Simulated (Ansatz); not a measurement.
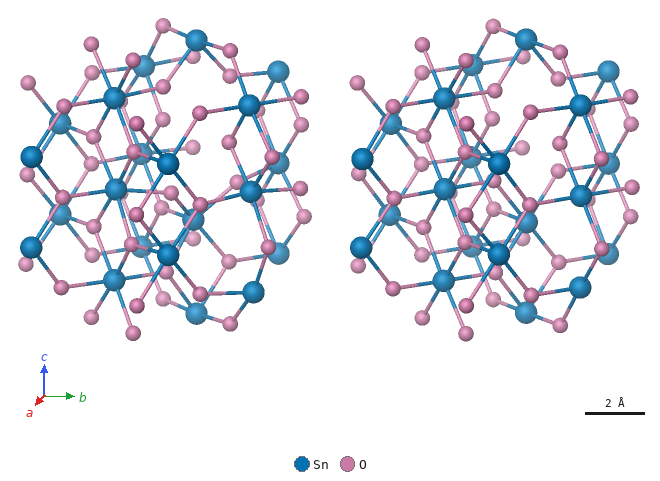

Two geometries of a defect cell of composition Sn23O47, drawn at one scale. One is the start of a relaxation, the other its converged end. A ball-and-stick model of the atoms within 5.8 Å of the atom that moves most (axes of the cell of the calculation (origin shifted)), seen slightly off an axis.

The calculation used DFT, PBEsol, PAW, plane waves (Ansatz 0.2.0). Settings: plane-wave cutoff 420 eV; k-point mesh 1 × 1 × 1; mesh shifted by (0.25, 0.25, 0.25); no spin polarisation; atoms relaxed in a fixed cell; force threshold 0.03 eV/Å; at most 80 steps.

Q: Which of the two is the end point?

A: The left one is the relaxed one. The energy falls by 2.783 eV per cell of the calculation in 6 geometry steps. Largest force component: 3 eV/Å at the start, 0.02 eV/Å at the end. The atom that moves furthest is an O atom (0.61 Å along [1 1 −1]). Largest moves by element: O 0.61 Å, Sn 0.24 Å. The cell doesn't change. Among the contacts that change: O–Sn 2.080 → 2.243 Å, O–Sn 2.119 → 1.977 Å, O–Sn 2.107 → 2.007 Å, O–Sn 2.076 → 1.977 Å. Among the angles between lasting bonds that change: O–Sn–O 178.8° → 151.6°, O–Sn–O 88.9° → 110.1°, Sn–O–Sn 102.0° → 120.1°. Cost: 6.8 s on 1 × NVIDIA GB200 with 8 threads of Arm Neoverse-V2, peak memory 1.8 GiB.
